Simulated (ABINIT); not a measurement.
# Optical response of BN

Aim: the dielectric function of BN, and the optical constants that follow from it. The cell comes from an older database entry, whose edges can differ from later determinations, mostly by under a per cent.

Program: ABINIT 10.8.3. Level of theory: DFT, LDA, plane waves with norm-conserving potentials (PseudoDojo 0.4.1), scalar-relativistic, independent-particle linear optical response without local fields. Results are calculated unless marked as measured.

The database entry behind the starting cell has ideal inner coordinates that were not refined, so it need not match the best structure at ambient conditions.

### 1. Starting point

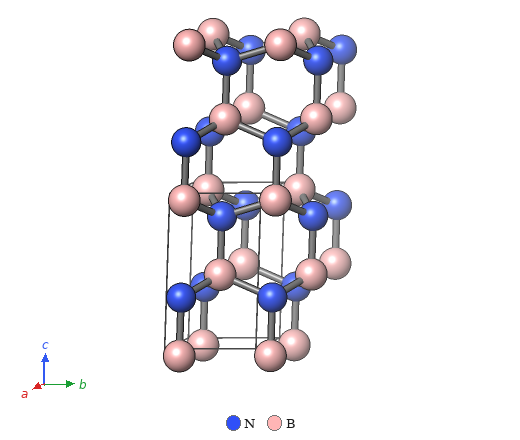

The starting structure, seen slightly off an axis (nitrogen blue, boron pink). 2×2×2 cells are drawn. Some periodic images of atoms are drawn too.

### 2. Ground state, bands and velocity matrix elements

First the ground state: is it a metal or has it a gap?

This step: DFT, LDA, plane waves with norm-conserving potentials (PseudoDojo 0.4.1), scalar-relativistic, ground state, bands at fixed density and velocity matrix elements (ABINIT 10.8.3).

The input, run.abi:

```
# ground state, bands on a dense mesh, and the derivatives d/dk of the wave functions
ndtset 3

ngkpt1 12 12 5
shiftk1 0.0 0.0 0.0
tolvrs1 1.0d-12
nband1 12
prtden1 1

iscf2 -2
getden2 1
ngkpt2 15 15 8
shiftk2 0.0 0.0 0.0
kptopt2 1
nband2 22
nbdbuf2 4
tolwfr2 1.0d-14

optdriver3 8
wfk_task3 "wfk_ddk"
prtevk3 1
getwfk3 2
getden3 1
iscf3 -2
ngkpt3 15 15 8
shiftk3 0.0 0.0 0.0
kptopt3 1
nband3 22

nshiftk 1
occopt 3
tsmear 0.001837
ecut 45.0
nstep 80
iomode 3
chksymbreak 0
chkprim 0
chksymtnons 0
acell 3*1.0 Angstrom
rprim
  2.536000000000 0.000000000000 0.000000000000
  -1.268000000000 2.196240424000 0.000000000000
  0.000000000000 0.000000000000 4.199000000000
natom 4
ntypat 2
znucl 7 5
typat 1 1 2 2
xred
  0.333333333300 0.666666666700 0.875000000000
  0.666666666700 0.333333333300 0.375000000000
  0.333333333300 0.666666666700 0.500000000000
  0.666666666700 0.333333333300 0.000000000000
pseudos "N.upf, B.upf"
```

Launch:

```sh
$ mpirun -n 4 abinit run.abi
```

Numbers of over 12 decimals in the logs are rounded to 6 here.

What it wrote:

```text
DATASET    1 : space group P6_3 m c (#186); Bravais hP (primitive hexag.)
 DATASET    2 : space group P6_3 m c (#186); Bravais hP (primitive hexag.)
 DATASET    3 : space group P6_3 m c (#186); Bravais hP (primitive hexag.)
            ngfft          30      30      48
                         0.00417    0.00833    0.01667    0.01667    0.01667    0.01667
                         0.00833    0.01667    0.01667    0.00833    0.00833    0.01667
                         0.00278    0.00278    0.01667    0.01667    0.01667    0.01667
                         0.01667    0.00833    0.01667    0.03333    0.03333    0.03333
                         0.03333    0.01667    0.03333    0.03333    0.01667    0.01667
                         0.03333    0.00556    0.00278    0.01667    0.01667    0.01667
                         0.01667    0.01667    0.00833    0.01667    0.03333    0.03333
                         0.00333    0.00333    0.00333    0.00667    0.00667    0.00667
                         0.00667    0.00667    0.00333    0.00333    0.00667    0.00667
                         0.00667    0.00667    0.00333    0.00667    0.00667    0.00333
                         0.00333    0.00667    0.00111    0.00111    0.00667    0.00667
                         0.00667    0.00667    0.00667    0.00667    0.00667    0.00667
                         0.01333    0.01333    0.01333    0.01333    0.01333    0.00667
                         0.00667    0.01333    0.01333    0.01333    0.01333    0.00667
                         0.00333    0.00333    0.00333    0.00667    0.00667    0.00667
                         0.00667    0.00667    0.00333    0.00333    0.00667    0.00667
[...]
== DATASET  1 ==================================================================
 Real(R)+Recip(G) space primitive vectors, cartesian coordinates (Bohr,Bohr^-1):
 R(1)=  4.7923455  0.0000000  0.0000000  G(1)=  0.2086661  0.1204734  0.0000000
 R(2)= -2.3961727  4.1502929  0.0000000  G(2)=  0.0000000  0.2409468  0.0000000
 R(3)=  0.0000000  0.0000000  7.9349600  G(3)=  0.0000000  0.0000000  0.1260246
 Unit cell volume ucvol=  1.5782348E+02 bohr^3
 Angles (23,13,12)=  9.00000000E+01  9.00000000E+01  1.20000000E+02 degrees
 getcut: wavevector=  0.0000  0.0000  0.0000  ngfft=  30  30  48
     iter   Etot(hartree)      deltaE(h)  residm     vres2
 ETOT  1  -26.754727904657    -2.675E+01 8.273E-02 2.783E+02
 ETOT  2  -26.789136397041    -3.441E-02 1.883E-02 1.775E+02
 ETOT  3  -26.848321045496    -5.918E-02 1.983E-02 1.634E+00
 ETOT  4  -26.848866418236    -5.454E-04 5.509E-03 1.451E-02
 ETOT  5  -26.848870408784    -3.991E-06 4.267E-03 1.009E-04
 ETOT  6  -26.848870434349    -2.557E-08 1.492E-03 2.014E-06
 ETOT  7  -26.848870434841    -4.923E-10 2.102E-03 6.119E-08
 ETOT  8  -26.848870434856    -1.474E-11 1.777E-03 2.031E-10
 ETOT  9  -26.848870434856    -3.908E-14 2.727E-03 3.284E-12
 ETOT 10  -26.848870434856     1.563E-13 1.657E-03 1.866E-14
 At SCF step   10       vres2   =  1.87E-14 < tolvrs=  1.00E-12 =>converged.
 Cartesian components of stress tensor (hartree/bohr^3)
  sigma(1 1)=  1.86473913E-04  sigma(3 2)=  0.00000000E+00
  sigma(2 2)=  1.86473913E-04  sigma(3 1)=  0.00000000E+00
  sigma(3 3)=  2.18182777E-04  sigma(2 1)=  0.00000000E+00
 Mean square residual over all n,k,spin=   43.994E-07; max=  16.575E-04
 Fermi (or HOMO) energy (hartree) =   0.36684   Average Vxc (hartree)=  -0.48700
 Eigenvalues (hartree) for nkpt=  57  k points:
 kpt#   1, nband= 12, wtk=  0.00139, kpt=  0.0000  0.0000  0.0000 (reduced coord)
  -0.44305   -0.28631   -0.10070    0.22589    0.22589    0.29533    0.30460    0.30460
   0.61223    0.61223    0.61923    0.66538
   2.00000    2.00000    2.00000    2.00000    2.00000    2.00000    2.00000    2.00000
   0.00000    0.00000    0.00000    0.00000
kinetic             :  1.89561904250861E+01
hartree             :  3.55958205298308E+00
xc                  : -8.71912316123426E+00
Ewald energy        : -2.63954347709486E+01
psp_core            :  1.72374147277272E+00
local_psp           : -1.36286207521850E+01
non_local_psp       : -2.34520570132981E+00
internal            : -2.68488704348558E+01
'-kT*entropy'       :  1.25262822077192E-15
total_energy        : -2.68488704348558E+01
total_energy_eV     : -7.30594983671161E+02
 Cartesian components of stress tensor (hartree/bohr^3)
  sigma(1 1)=  1.86473913E-04  sigma(3 2)=  0.00000000E+00
  sigma(2 2)=  1.86473913E-04  sigma(3 1)=  0.00000000E+00
  sigma(3 3)=  2.18182777E-04  sigma(2 1)=  0.00000000E+00
-Cartesian components of stress tensor (GPa)         [Pressure= -5.7972E+00 GPa]
== DATASET  2 ==================================================================
 Real(R)+Recip(G) space primitive vectors, cartesian coordinates (Bohr,Bohr^-1):
 R(1)=  4.7923455  0.0000000  0.0000000  G(1)=  0.2086661  0.1204734  0.0000000
 R(2)= -2.3961727  4.1502929  0.0000000  G(2)=  0.0000000  0.2409468  0.0000000
 R(3)=  0.0000000  0.0000000  7.9349600  G(3)=  0.0000000  0.0000000  0.1260246
 Unit cell volume ucvol=  1.5782348E+02 bohr^3
 Angles (23,13,12)=  9.00000000E+01  9.00000000E+01  1.20000000E+02 degrees
 getcut: wavevector=  0.0000  0.0000  0.0000  ngfft=  30  30  48
 Mean square residual over all n,k,spin=   45.705E-16; max=  99.978E-16
 Eigenvalues (hartree) for nkpt= 135  k points:
 kpt#   1, nband= 22, wtk=  0.00056, kpt=  0.0000  0.0000  0.0000 (reduced coord)
  -0.44305   -0.28631   -0.10070    0.22589    0.22589    0.29533    0.30460    0.30460
   0.61223    0.61223    0.61923    0.66538    0.70962    0.74229    0.74229    0.89514
[...]
== DATASET  3 ==================================================================
            ngfft          30      30      48
[...]
0.00667    0.01333    0.01333    0.01333    0.01333    0.00667
                         0.00333    0.00333    0.00333    0.00667    0.00667    0.00667
                         0.00667    0.00667    0.00333    0.00333    0.00667    0.00667
                         0.00667    0.00667    0.00333    0.00667    0.00667    0.00333
                         0.00333    0.00667    0.00111    0.00111    0.00667    0.00667
                         0.00667    0.00667    0.00667    0.00667    0.00667    0.00667
                         0.01333    0.01333    0.01333    0.01333    0.01333    0.00667
                         0.00667    0.01333    0.01333    0.01333    0.01333    0.00667
[shortened to cell, iterations, levels, energies and stress; the echo of variables, forces, comments, warnings and credits are left out]
```

It took 51 s on 4 MPI ranks of Intel Xeon at 2.70GHz, shared host; peak memory 0.12 GiB.

Read-outs, printed or worked out from the files:

```
total energy           : -26.85 Ha
gap on the k-mesh      : 5.051 eV
direct gap on the mesh : 8.296 eV
```

There is a gap, 5.05 eV on this mesh (points off the mesh can give less), so no carriers' term is needed.

### 3. Optical response

With the density converged, the vertical transitions are summed over the zone.

This step: DFT, LDA, plane waves with norm-conserving potentials (PseudoDojo 0.4.1), scalar-relativistic, independent-particle linear optical response without local fields (ABINIT 10.8.3).

The input, optic.abi:

```
&FILES
 ddkfile_1 = 'runo_DS3_1_EVK.nc',
 ddkfile_2 = 'runo_DS3_2_EVK.nc',
 ddkfile_3 = 'runo_DS3_3_EVK.nc',
 wfkfile = 'runo_DS2_WFK.nc'
/
&PARAMETERS
 broadening = 0.001470,
 domega = 0.0014700,
 maxomega = 0.58799,
 scissor = 0.0,
 tolerance = 0.002,
 nband_sum = 18
/
&COMPUTATIONS
 num_lin_comp = 2,
 lin_comp = 11, 33,
 num_nonlin_comp = 0,
 num_linel_comp = 0,
 num_nonlin2_comp = 0
/
```

Launch:

```sh
$ optic optic.abi
```

What it wrote:

```text

 OPTIC has originally been developed by
 S. Sharma, J. K. Dewhurst and C. Ambrosch-Draxl, Phys. Rev. B 67, 165332 (2003), and
 S. Sharma and C. Ambrosch-Draxl, Physica Scripta T 109 (2004).

 rprimd(bohr)      =   4.79235   0.00000   0.00000
                      -2.39617   4.15029   0.00000
                       0.00000   0.00000   7.93496
 natom             =       4
 nkpt,mband        =     135      22
 ecut              =  45.00000 Ha
 newocc: new Fermi energy is       0.386743 , with nelect=     16.000000, Number of bisection calls: 4
 Fermi level: 10.5238  (eV)

 fermie            =   0.38674 Ha  10.52381 eV
 Scissor shift     =   0.00000 Ha
 Tolerance on closeness to singularities     =   0.00200 Ha
 Smearing factor      =   0.00147 Ha
 Will use the antiresonant approximation (meaning that the antiresonant terms are neglected)
 Will not perform the bands decomposition
 linear coeffs to be calculated :
 11 33
 non-linear coeffs to be calculated :

 electronic part of electro-optic coeffs to be calculated :

 non-linear coeffs (V2) to be calculated :

 linear optic matrix elements will be printed :0
 optic : Call pmat2cart
 No scissor shift to be applied. Returning to main optic routine.
 optic : Call linopt
  linopt            1           1
 calculated the component:           1           1   of dielectric function
  with broadening:         (0.000000,1.46999999999999995E-003)
 and scissors shift:   0.000000
 energy window:   44.050189      eV   1.618815      Ha
  linopt            3           3
 calculated the component:           3           3   of dielectric function
  with broadening:         (0.000000,1.46999999999999995E-003)
 and scissors shift:   0.000000
 energy window:   44.050189      eV   1.618815      Ha
 optic : Call nlinopt
 optic : Call linelop
 optic : Call nonlinopt

================================================================================

 Calculation completed.
-
program: optic
version: 10.8.3
start_datetime:
end_datetime:
overall_cpu_time:           0.3
overall_wall_time:           0.3
mpi_procs: 1
omp_threads: 1
...
```

It took 0.95 s on 1 thread; peak memory 0.05 GiB.

Read-outs, printed or worked out from the files:

- electronic dielectric constant ε∞, mean over x, y and z (by symmetry where fewer were run): 4.552

The Im ε has structure finer than the step of the table below, so its rows give means over 1 eV, whole bins alone (the curve runs from 0.0400 to 15.9 eV). Peaks (eV: height): E ∥ x 10.6: 16.7, 11.2: 21.5, 11.7: 15.0, 14.1: 9.30, 14.4: 10.2; E ∥ z 9.7: 12.9, 10.3: 18.2, 10.6: 16.1, 10.9: 18.6, 11.1: 14.9, 11.2: 15.2, 12.0: 13.6.

Sum at mesh points, not converged in k; values under the direct gap are tails of Lorentzian lines. Im ε against photon energy; means over each step:

```tsv
photon energy (eV)	E ∥ x	E ∥ z
1	0.00185	0.00209
2	0.00388	0.00440
3	0.00629	0.00719
4	0.00943	0.0109
5	0.0139	0.0165
6	0.0210	0.0259
7	0.0342	0.0456
8	0.0830	0.167
9	0.861	2.80
10	6.07	11.0
11	14.4	12.6
12	11.4	8.11
13	7.90	8.35
14	8.02	8.12
15	5.63	5.10
```

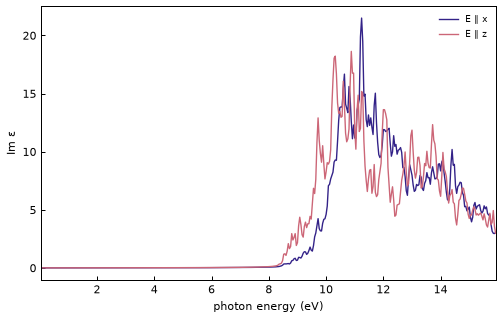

Im ε, plotted against photon energy.

The reflectivity at normal incidence has structure finer than the step of the table below, so its rows give means over 1 eV, whole bins alone (the curve runs from 0.0400 to 15.9 eV). Peaks (eV: height): E ∥ x 11.3: 53.2, 11.7: 48.9, 12.6: 48.9, 14.1: 49.5, 14.5: 54.5, 14.8: 55.2, 15.8: 59.5; E ∥ z 11.3: 54.2, 12.1: 54.4, 13.8: 54.5, 14.2: 56.8, 14.5: 56.9, 15.0: 56.3, 15.9: 58.6.

Sum at mesh points, not converged in k. Table of reflectivity at normal incidence by photon energy; means over each step:

```tsv
photon energy (eV)	E ∥ x (%)	E ∥ z (%)
1	13.0	13.5
2	13.3	13.8
3	13.7	14.3
4	14.3	15.0
5	15.3	16.0
6	16.6	17.6
7	18.5	19.9
8	21.7	24.2
9	27.0	31.0
10	36.2	40.0
11	43.8	44.5
12	43.6	38.3
13	41.1	37.0
14	42.5	48.7
15	49.4	48.5
```

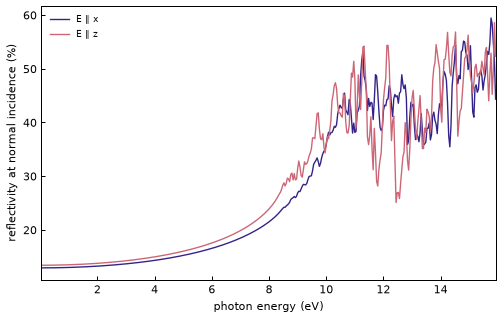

Reflectivity at normal incidence against photon energy.

The loss function −Im 1/ε at q → 0 has structure finer than the step of the table below, so its rows give means over 1 eV, whole bins alone (the curve runs from 0.0400 to 15.9 eV). Peaks (eV: height): E ∥ x 12.8: 0.160, 13.4: 0.150, 14.3: 0.167, 15.1: 0.190; E ∥ z 11.4: 0.151, 11.6: 0.156, 11.7: 0.153, 12.4: 0.220, 14.6: 0.201, 15.7: 0.188, 15.8: 0.187.

Sum at mesh points, not converged in k; values under the direct gap are tails of Lorentzian lines. Table of loss function −Im 1/ε at q → 0 by energy loss; means over each step:

```tsv
energy loss (eV)	E ∥ x	E ∥ z
1	9.0e-5	9.6e-5
2	1.8e-4	1.9e-4
3	2.8e-4	3.0e-4
4	3.9e-4	4.2e-4
5	5.1e-4	5.5e-4
6	6.6e-4	7.2e-4
7	8.5e-4	9.6e-4
8	0.00139	0.00196
9	0.00805	0.0184
10	0.0229	0.0409
11	0.0552	0.0770
12	0.0876	0.125
13	0.126	0.116
14	0.121	0.107
15	0.135	0.145
```

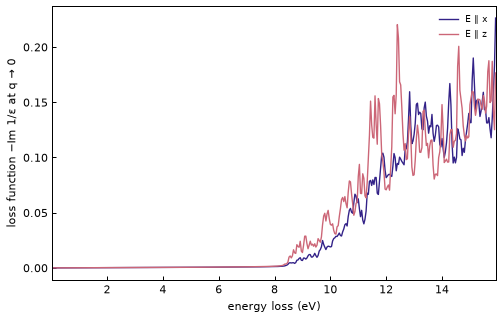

Loss function −Im 1/ε at q → 0, plotted against energy loss.

From ε follow the optical constants at some laser and lamp lines:

```tsv
wavelength (nm)	n x	k x	R (%) x	1/α x	n z	k z	R (%) z	1/α z
1550	2.13	0.000	13.0	357 µm	2.16	0.000	13.5	322 µm
800	2.14	0.001	13.1	93 µm	2.17	0.001	13.6	84 µm
633	2.14	0.001	13.2	57 µm	2.18	0.001	13.8	51 µm
532	2.15	0.001	13.4	40 µm	2.19	0.001	13.9	35 µm
365	2.19	0.002	13.9	17 µm	2.23	0.002	14.5	15 µm
308	2.22	0.002	14.3	11 µm	2.26	0.002	15.0	10 µm
248	2.28	0.003	15.2	6.5 µm	2.34	0.003	16.0	5.6 µm
```

Below the direct gap, k and the depth come from the tails of the Lorentzian lines, not from transitions.

### 4. Outcome

| Property | Result |
| --- | --- |
| electronic dielectric constant ε∞, mean over x, y and z (by symmetry where fewer were run) (independent particles) | 4.55 |

What this shows: At this level (LDA, independent particles) BN has a mean ε∞ = 4.55 and n = 2.13 at 1550 nm (E ∥ x). On the mesh the gap is 5.05 eV and the least direct gap 8.30 eV, so on this mesh the band edges lie at different points. The static values by axis are 4.50 (x), 4.65 (z). Excitons and phonon-assisted transitions are missing, and so are local fields; LDA gaps are as a rule too small, which pulls the onset down and ε∞ up. The sum runs over mesh points 0.19 Å⁻¹ apart with no interpolation, so peaks are partly noise of the mesh and static values carry its error.

[Logs are printed without paths, hosts, clocks, repeated set-up lines and the standing remarks that a program may print on its own settings, such as how far it seeks lower states.]

[Hosts, paths, dates, database ids (printed as entryN), source tags and the programs' standing remarks are cut or masked in the printed files.]
